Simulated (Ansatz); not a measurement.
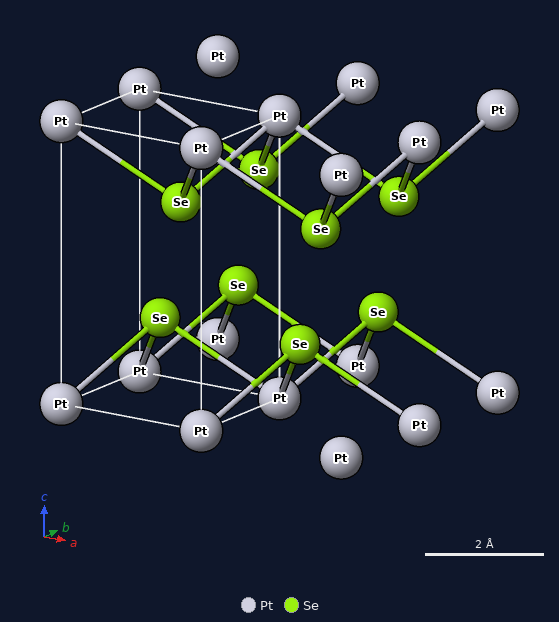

Figure 1. The input geometry (ball-and-stick view of the cell of the calculation, repeated 2 × 2 × 1, seen slightly off an axis). An atom can appear more than once, as a periodic image.

PtSe$_{2}$: geometry relaxation

The run: geometry relaxation of PtSe$_{2}$ (3 atoms in the cell). Method and program: DFT PBEsol, scalar-relativistic, plane waves, PAW, no spin polarisation (Ansatz 0.2.0).

The structure derives from a Materials Project entry.

### Log
```
Engine: ansatz 0.2.0, x86_64-unknown-linux-gnu
Pseudopotentials: kind: paw
Pseudopotential: Pt, paw, valence charge 18, recommended cutoff 420 eV (normal), Pt.paw.azcp
Pseudopotential: Se, paw, valence charge 16, recommended cutoff 420 eV (normal), Se.paw.azcp
Functional definition: PBEsol
  exchange = pbesol_x
  correlation = pbesol_c
Crystal: 3 atoms, lattice volume = 59.588 Å³
Basis set: ecut = 420 eV, 1169 PW (Γ), exchange–correlation on 54×54×72 points (8 copies of the dense FFT grid, shifted against one another)
Bands: 30, of which v1, the nominal top of the filled ones, is band 25 counted from 1 (24 counted from 0)
Symmetry: 12 space group operations
Space group: P-3m1 (ITA 164), of the structure as read, at distance tolerance 3.9e-5 Å
k-points: 162 of 1440
Non-local potential: Pt, projectors of the file, l = 0: 3, l = 1: 2, l = 2: 2, l = 3: 1
Non-local potential: Se, projectors of the file, l = 0: 2, l = 1: 2, l = 2: 3, l = 3: 1
PAW form: soft (Blöchl's): semilocal exchange-correlation on the pseudo side does not see the compensation charge
PAW frozen core: Pt, regenerated for the run's functional, and the local potential with it (the file was generated under x = pbe(κ = 0.804, μ = 0.2195149727645171), c = pbe(β = 0.06672455060314922))
PAW frozen core: Se, regenerated for the run's functional, and the local potential with it (the file was generated under x = pbe(κ = 0.804, μ = 0.2195149727645171), c = pbe(β = 0.06672455060314922))
PAW one-centre angular grid: Pt, 590 points (default); XC on 64 Gauss nodes
PAW one-centre angular grid: Se, 590 points (default); XC on 64 Gauss nodes
Initial density: superposition of atomic densities (neutral atoms: chi_scale 0, normalization atom), corrected by the library's trained network
Initial wavefunctions: pseudopotential atomic-orbital guess
Functional: x = pbesol(κ = 0.804, μ = 0.12345679012345678), c = pbesol(β = 0.046)
SCF iter   1: F=—  HF=-23233.471113 eV  |F-HF|=—  |Δ(HF+E_count)|=         —  Δρ=3.65e-3  dr2=8.25e-3  ethr=1.77e-3  ⟨swp⟩=5.4  Hψ=18602  notcnv=0
preconditioner: auto → LDOS  [metal: Δε(μ)=0.037 eV  Ē_g=10.073 eV  σ=0.100 eV  W_gap=0.20  n_scr=22 (ndim 8)  ℏωp=22.6 eV  f_vac=0.026  D(μ)=0.86/eV (n_scr^D=2)  β→1.0]
SCF iter   2: F=—  HF=-23233.472200 eV  |F-HF|=—  |Δ(HF+E_count)|=   1.09e-3  Δρ=2.25e-3  dr2=3.32e-3  ethr=1.65e-5  ⟨swp⟩=2.0  Hψ=10539  notcnv=0  defer=103
SCF iter   3: F=—  HF=-23233.470580 eV  |F-HF|=—  |Δ(HF+E_count)|=   1.62e-3  Δρ=3.38e-4  dr2=8.84e-5  ethr=6.65e-6  ⟨swp⟩=2.0  Hψ=8635  notcnv=0  defer=103
SCF iter   4: F=—  HF=-23233.470561 eV  |F-HF|=—  |Δ(HF+E_count)|=   1.84e-5  Δρ=9.73e-5  dr2=7.62e-6  ethr=1.77e-7  ⟨swp⟩=2.0  Hψ=7407  notcnv=0  defer=103
SCF iter   5: F=—  HF=-23233.470562 eV  |F-HF|=—  |Δ(HF+E_count)|=   6.30e-7  Δρ=1.97e-5  dr2=1.72e-7  ethr=1.52e-8  ⟨swp⟩=2.0  Hψ=6292  notcnv=0  defer=103
SCF iter   6: F=-23233.470562 eV  HF=-23233.470562 eV  |F-HF|=3.81e-9  |Δ(HF+E_count)|=   1.20e-7  Δρ=5.67e-6  dr2=1.91e-8  ethr=2.00e-10  ⟨swp⟩=10.2  Hψ=33602  notcnv=0
SCF 1 converged in 6 iterations: F = -23233.470562 eV  dr2 = 1.91e-8
  greatest PAW one-centre occupation: 1.000 electrons in one spin orbital (limit 2), on the Pt atom at site 0 (counted from 0), in its partial waves of l = 0
relax step   1: F+E_penalty+E_count = -23233.47056206 eV  Δ(F+E_penalty+E_count) = +0.000e0 eV  max|allowed force component| = 1.039e-3 eV/Å  Δτ_max = 0.0000 Å  P = -0.005 GPa  Ω = 59.588 Å³  (6 SCF iters, dr2 threshold 1.00e-7 eV, accepted)
Initial density: handed on by an earlier stage of this run
Initial wavefunctions: pseudopotential atomic-orbital guess (no wavefunctions were taken with the density)
iter 1 solved again at ethr=9.37e-8 eV; its pass at ethr=3.10e-3 eV (dr2=4.68e-5 eV) is discarded
SCF iter   1: F=—  HF=-23233.470565 eV  |F-HF|=—  |Δ(HF+E_count)|=         —  Δρ=5.55e-6  dr2=1.83e-8  ethr=9.37e-8  ⟨swp⟩=3.0  Hψ=30146  notcnv=0
preconditioner: auto → LDOS  [metal: Δε(μ)=0.031 eV  Ē_g=10.079 eV  σ=0.100 eV  W_gap=0.17  n_scr=22 (ndim 8)  ℏωp=22.6 eV  f_vac=0.020  D(μ)=0.88/eV (n_scr^D=2)  β→1.0]
SCF iter   2: F=—  HF=-23233.470562 eV  |F-HF|=—  |Δ(HF+E_count)|=   3.00e-6  Δρ=3.03e-6  dr2=7.34e-9  ethr=3.66e-11  ⟨swp⟩=2.5  Hψ=9035  notcnv=0
SCF iter   3: F=—  HF=-23233.470562 eV  |F-HF|=—  |Δ(HF+E_count)|=   2.40e-9  Δρ=8.17e-7  dr2=6.79e-10  ethr=1.47e-11  ⟨swp⟩=2.0  Hψ=8339  notcnv=0
SCF iter   4: F=—  HF=-23233.470562 eV  |F-HF|=—  |Δ(HF+E_count)|=  4.37e-11  Δρ=2.13e-7  dr2=3.94e-11  ethr=1.36e-12  ⟨swp⟩=2.0  Hψ=6380  notcnv=0
SCF iter   5: F=-23233.470562 eV  HF=-23233.470562 eV  |F-HF|=7.28e-12  |Δ(HF+E_count)|=  1.09e-11  Δρ=3.56e-8  dr2=4.56e-13  ethr=1.00e-12  ⟨swp⟩=5.0  Hψ=20698  notcnv=0
SCF 2 converged in 5 iterations: F = -23233.470562 eV  dr2 = 4.56e-13
relax step   2: F+E_penalty+E_count = -23233.47056207 eV  Δ(F+E_penalty+E_count) = -9.226e-9 eV  max|allowed force component| = 1.026e-3 eV/Å  Δτ_max = 0.0000 Å  P = -0.005 GPa  Ω = 59.588 Å³  stress off target by 2.55e-2 GPa  SCF on the basis re-selected at this cell (its energy is not comparable with the rows above)  (5 SCF iters)
```

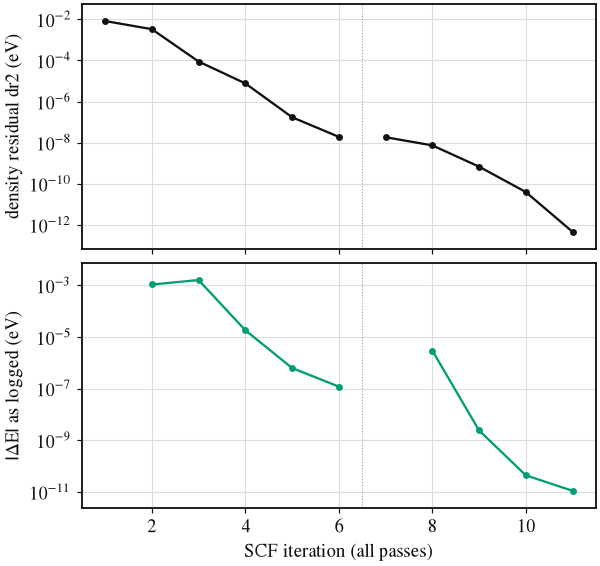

Figure 2. Convergence of the self-consistent field: density residual dr2 and size of the energy change against the SCF iteration. The dotted lines part the SCF passes of the relaxation: geometry steps, rejected trials and re-solves on a re-selected basis. The passes take 6 and 5 iterations.

```
basis re-selected at this cell: Δ(F+E_penalty+E_count) = -9.226e-9 eV, ΔP = -0.000 GPa vs the last step (what re-selecting the basis moved, of the pressure what is left beyond the Pulay correction that the steps carried, after the strain that the cell walked since its last selection, with what the two solves' SCF thresholds leave and, on support functions, any second-order correction that the steps lacked; it is no measure of the basis error at this ecutwfc). This SCF's stress stands 2.55e-2 GPa from its target on what of the cell is left free (relax.cell.stress_tol is 5.00e-2 GPa) and its largest allowed force component is 1.03e-3 eV/Å (relax.f_tol is 5.00e-3 eV/Å): within both
SCF converged after 5 iterations
Free energy (F): -23233.470562 eV
Harris-Foulkes:  -23233.470562 eV  (|F-HF|=7.28e-12)
Internal energy: -23233.466165 eV  (E = F + TS)
E sigma→0 (E₀):  -23233.468364 eV
Entropy (-TS):   -0.004397 eV (-1.466 meV/atom)
Fermi energy:    13.475272 eV
--- Per-component energies (eV) ---
  E_band       = -947.995944
  E_kinetic    = 874.610053
  E_local      = -6551.470930  (includes V_loc(G=0)·N_el)
  E_nonlocal   = -980.516639
  E_hartree    = 3033.719533
  E_xc         = -467.324179
  E_vxc        = -499.086520  (∫ρ·V_xc dr)
  E_paw        = -13053.770124  (= ΣΔE_a)
  E_vpaw       = 141.030029  (= ΣTr[D̂ρ^β])
  E_aug_tail   = -0.001030  (compensation charges beyond the density's cutoff)
  E_ewald      = -6091.016732
  E_core_change = 2.303882  (= ΣΔE_core)
  E_smearing   = -0.004397  (= −TS)
  E_closure    = 0.000000  (closes the sum)
  Σ components = -23233.470562   (vs F -23233.470562, Δ=0.00e0)
--- Forces (eV/Å), atoms counted from 1 ---
  atom   1  Pt     0.00000000    -0.00000000     0.00000000
  atom   2  Se     0.00000000    -0.00000000    -0.00102632
  atom   3  Se    -0.00000000     0.00000000     0.00102632
  max |Σ_I F_I| component: 1.05e-30 eV/Å
--- Stress (GPa, compression-positive) ---
        0.004688       0.000000       0.000000
        0.000000       0.004688       0.000000
       -0.000000       0.000000      -0.025459
  P = ⅓ Tr σ = -0.0054 GPa (-0.054 kbar)
--- Band table (eV; the first three rows and the last of 162) ---
  k-point 0: bands = ["-85.9629", "-40.1748", "-40.1748", "-40.0779", "-35.1036", "-35.1036", "-35.1010", "-35.1010", "-35.0940", "-35.0940", "-35.0887", "-35.0887", "-35.0868", "-35.0864", "-2.2468", "0.8204", "6.2869", "7.1251", "7.1251", "9.6073", "9.6073", "10.9876", "12.4444", "12.4444", "14.1977", "14.6676", "14.6676", "16.7461", "17.5270", "20.6911"]
  k-point 1: bands = ["-85.9629", "-40.1748", "-40.1748", "-40.0779", "-35.1035", "-35.1035", "-35.1010", "-35.1010", "-35.0939", "-35.0939", "-35.0888", "-35.0888", "-35.0869", "-35.0864", "-2.2003", "0.6976", "6.4517", "7.1331", "7.1331", "9.6019", "9.6019", "10.9807", "12.3703", "12.3703", "13.8884", "14.7805", "14.7805", "16.8523", "17.8230", "20.6519"]
  k-point 2: bands = ["-85.9629", "-40.1748", "-40.1748", "-40.0779", "-35.1033", "-35.1033", "-35.1011", "-35.1011", "-35.0936", "-35.0936", "-35.0892", "-35.0892", "-35.0870", "-35.0863", "-2.0635", "0.3774", "6.8925", "7.1543", "7.1543", "9.5883", "9.5883", "10.9523", "12.1962", "12.1962", "13.2037", "15.0647", "15.0647", "17.1595", "18.4666", "20.5306"]
  k-point 161: bands = ["-85.9627", "-40.1811", "-40.1811", "-40.0773", "-35.1023", "-35.1023", "-35.1022", "-35.1016", "-35.0920", "-35.0917", "-35.0916", "-35.0916", "-35.0860", "-35.0860", "-0.1489", "-0.1489", "6.9850", "6.9850", "7.3617", "9.0812", "9.1058", "9.1058", "9.9594", "10.9821", "10.9821", "15.7395", "15.7395", "20.0464", "20.9831", "20.9890"]
--- Relaxed structure (1 steps of the walk, 1 accepted, 1 SCFs on fresh bases) ---
  F+E_penalty+E_count = -23233.47056207 eV   max|allowed force component| = 1.026e-3 eV/Å   (the final SCF, on the basis selected at the relaxed cell)
  cell:  # Å, volume = 59.5880 Å³
    - [3.7593610431949376, 0.0, 0.0]
    - [-1.8796805215974688, 3.2557021654043843, 0.0]
    - [0.0, 0.0, 4.8685550621]
  atoms:
    - { symbol: Pt, position: [0.0, 0.0, 0.0] }
    - { symbol: Se, position: [0.6666666666666666, 0.3333333333333333, 0.7393682785] }
    - { symbol: Se, position: [0.3333333333333333, 0.6666666666666666, 0.2606317215] }
```

### Trajectory as extended XYZ (Å, eV, eV/Å), 2 frames, from step=1 to step=2
```
3
Lattice="3.7594 0.0000 0.0000 -1.8797 3.2557 0.0000 0.0000 0.0000 4.8686" Properties=species:S:1:pos:R:3:forces:R:3 step=1 energy=-23233.47056 pressure_GPa=-0.01
Pt    0.0000    0.0000    0.0000    0.0000   0.0000   0.0000
Se    1.8797    1.0852    3.5997    0.0000   0.0000  -0.0010
Se    0.0000    2.1705    1.2689    0.0000   0.0000   0.0010
3
Lattice="3.7594 0.0000 0.0000 -1.8797 3.2557 0.0000 0.0000 0.0000 4.8686" Properties=species:S:1:pos:R:3:forces:R:3 step=2 energy=-23233.47056 pressure_GPa=-0.01
Pt    0.0000    0.0000    0.0000    0.0000   0.0000   0.0000
Se    1.8797    1.0852    3.5997    0.0000   0.0000  -0.0010
Se    0.0000    2.1705    1.2689    0.0000   0.0000   0.0010
```

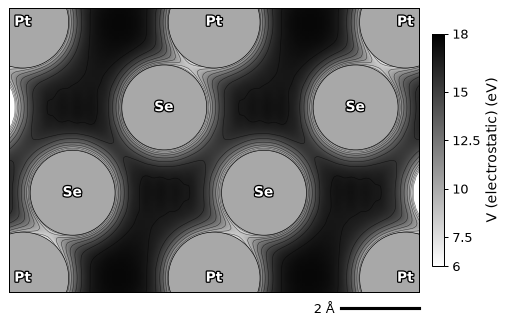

Figure 3. Electrostatic potential (local pseudopotential plus Hartree) felt by an electron on the (110) plane of the conventional cell. Grey discs, where drawn, cover atomic cores. Atoms in the plane: Pt and Se. Outside the cores the potential energy rises away from the atoms and is highest about 2.4 Å from the nearest atoms; outside the discs it spans about 11 eV, and its zero is arbitrary. In a PAW calculation such maps are meaningful between the atoms, not at the nuclei.

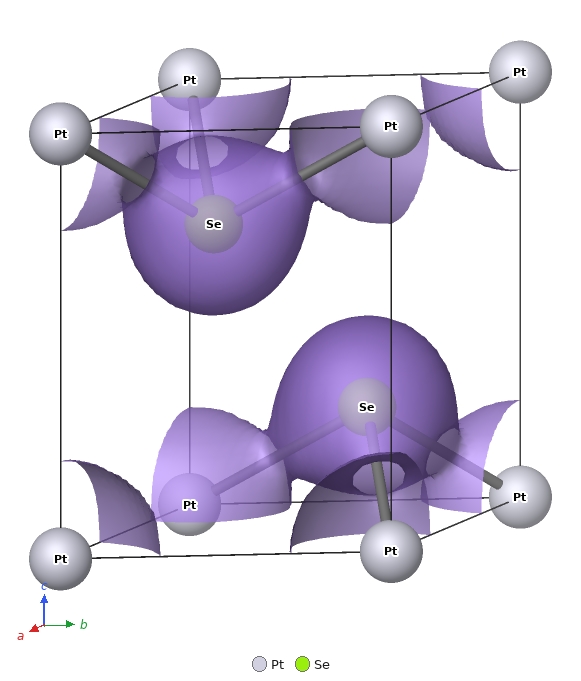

Figure 4. Isosurface of the valence electron density at 0.5 e/Å³ (purple), seen slightly off an axis. Sticks mark near contacts. The outline is the cell set on symmetry axes. At this value the density is joined into sheets; it holds about 85 % of the electrons treated as valence (semicore included). On the grid the lowest density along these lines, outside the cores, is 0.58 e/Å³ (Pt–Se, 2.51 Å).

This output came from the following input.

### The input
```yaml
crystal:
  lattice:
    - [3.7593610432, 0.0, 0.0]
    - [-1.8796805216, 3.2557021654, 0.0]
    - [0.0, 0.0, 4.8685550621]
  atoms:
    - { symbol: Pt, position: [0.0, 0.0, 0.0] }
    - { symbol: Se, position: [0.6666666667, 0.3333333333, 0.7393682785] }
    - { symbol: Se, position: [0.3333333333, 0.6666666667, 0.2606317215] }
basis:
  ecutwfc: 420
kpoints:
  mp_grid: { grid: [12, 12, 10] }
hamiltonian:
  xc: pbesol
scf:
  occupations: { method: gaussian, width: 0.1 }
output:
  forces: true
  stress: true
  eigenvalues: true
  write_density: true
  write_potential: true
  elf: true
  volumetric_format: npy
relax:
  adjacent_minimum: "off"
  f_tol: 0.005
  max_steps: 80
  cell: { stress_tol: 0.05 }
```

Command:
```bash
ansatz run input.yaml --threads 1 --pin off --max-ram 2560MiB --backend cpu --events-out ev --progress --plain --runs-dir out
```

### Key numbers

```json
{"quantity": "outcome", "value": "converged"}
{"quantity": "space group (tolerance 0.01 Å)", "value": "P-3m1 (164)"}
{"quantity": "electrons treated", "value": "50"}
{"quantity": "free energy", "value": "−23233.4706 eV"}
{"quantity": "Fermi energy", "value": "13.475 eV"}
{"quantity": "gap on the k-point mesh", "value": "none (metallic)"}
{"quantity": "pressure", "value": "−0.01 GPa"}
{"quantity": "final volume", "value": "59.59 Å³"}
{"quantity": "largest force (length of the vector) at the end", "value": "0.001 eV/Å"}
{"quantity": "final cell", "value": "a = 3.759 Å, b = 3.759 Å, c = 4.869 Å, α = 90.00°, β = 90.00°, γ = 120.00°"}
{"quantity": "hardware", "value": "1 thread of Intel Xeon (Sapphire Rapids), 32 GiB of memory available, shared host"}
{"quantity": "wall time", "value": "22 s"}
{"quantity": "peak memory", "value": "0.58 GiB"}
```

### Remarks

Spin–orbit coupling is left out, which matters for Pt.
